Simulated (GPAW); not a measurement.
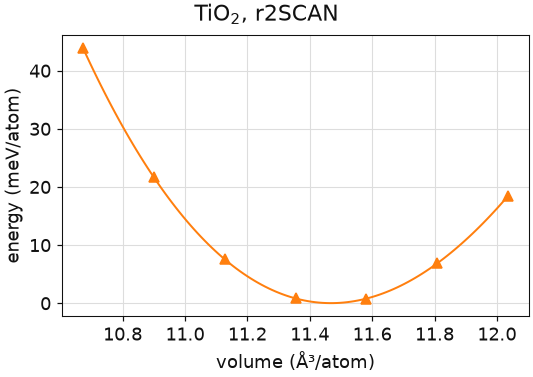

The plot gives the computed energy against volume for TiO₂, space group I4_1/amd (No. 141).

Structure:
```
CELL_PARAMETERS angstrom
-1.89210 1.89210 4.75730
1.89210 -1.89210 4.75730
1.89210 1.89210 -4.75730
ATOMIC_POSITIONS crystal
Ti 0.75000 0.25000 0.50000
Ti 0.00000 0.00000 0.00000
O 0.79190 0.79190 0.00000
O 0.54190 0.04190 0.50000
O 0.95810 0.45810 0.50000
O 0.20810 0.20810 0.00000
```

Computed with GPAW 26.7.0: PAW DFT in plane waves, on a grid or in atomic orbitals, no spin polarisation; energies at scaled volumes of the given cell, shape and fractions fixed, counted from the fit's minimum, third-order Birch-Murnaghan fit. Level: r2SCAN.

k mesh 7×7×7; occupations Fermi–Dirac; smearing width 0.05 eV; potentials GPAW PAW data sets (gpaw data 1.2.1); wave cutoff 800 eV; program settings basis pw.

From this curve and the settings, what does the calculation give for the pressure at the same points?

The pressure falls from 18.60 GPa at volume 10.67 Å³/atom to −10.25 GPa at 12.04 Å³/atom, and changes sign near 11.45 Å³/atom.

```json
{"volume (Å³/atom)": "10.67", "pressure (GPa)": "18.60"}
{"volume (Å³/atom)": "10.90", "pressure (GPa)": "12.44"}
{"volume (Å³/atom)": "11.13", "pressure (GPa)": "6.93"}
{"volume (Å³/atom)": "11.35", "pressure (GPa)": "1.96"}
{"volume (Å³/atom)": "11.58", "pressure (GPa)": "-2.52"}
{"volume (Å³/atom)": "11.81", "pressure (GPa)": "-6.60"}
{"volume (Å³/atom)": "12.04", "pressure (GPa)": "-10.25"}
```

Limits of the calculation: shape and atomic fractions are frozen while scaling, which makes layered, chain and framework solids too stiff.
